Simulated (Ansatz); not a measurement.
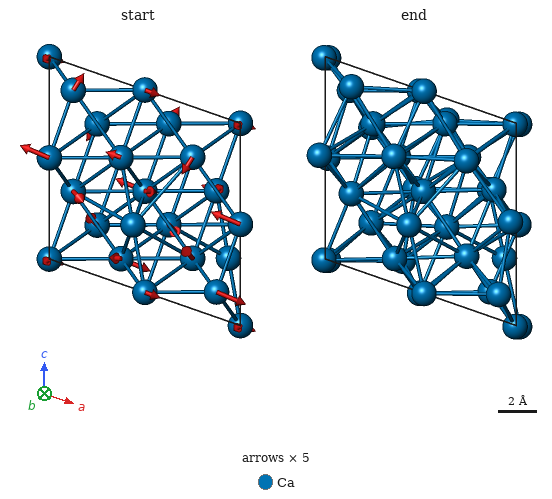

The structure of a defect cell of composition Ca (started half-way along a vacancy jump, in the symmetry of that start) before (left) and after (right) a relaxation, at one scale. The red arrows give the displacements, 5 times their true length.

A ball-and-stick model of the conventional cell (2 times the calculation's cell), seen along the b axis. Lengths and directions refer to the drawn axes.

The calculation used DFT PBE, scalar-relativistic, plane waves, PAW in Ansatz 0.2.0. Set-up: plane-wave cutoff 420 eV; k-point mesh 4 × 4 × 4; occupations gaussian; smearing width 0.1 eV; no spin polarisation; atoms relaxed in a fixed cell; force threshold 0.02 eV/Å; at most 60 steps.

Summarise the run.

Answer. The largest moves, 0.34 Å, are those of Ca atoms. The lattice vectors keep their values. Among the contacts that change: Ca–Ca 4.370 → 3.995 Å, Ca–Ca 4.391 → 4.113 Å, Ca–Ca 4.774 → 4.506 Å, Ca–Ca 3.797 → 4.048 Å. Bond angles that change, for instance: Ca–Ca–Ca 117.0° → 114.8°, Ca–Ca–Ca 63.0° → 65.2°. Over 3 geometry steps the energy falls by 0.425 eV per cell of the calculation. The largest force component goes from 0.27 to 0.0051 eV/Å.
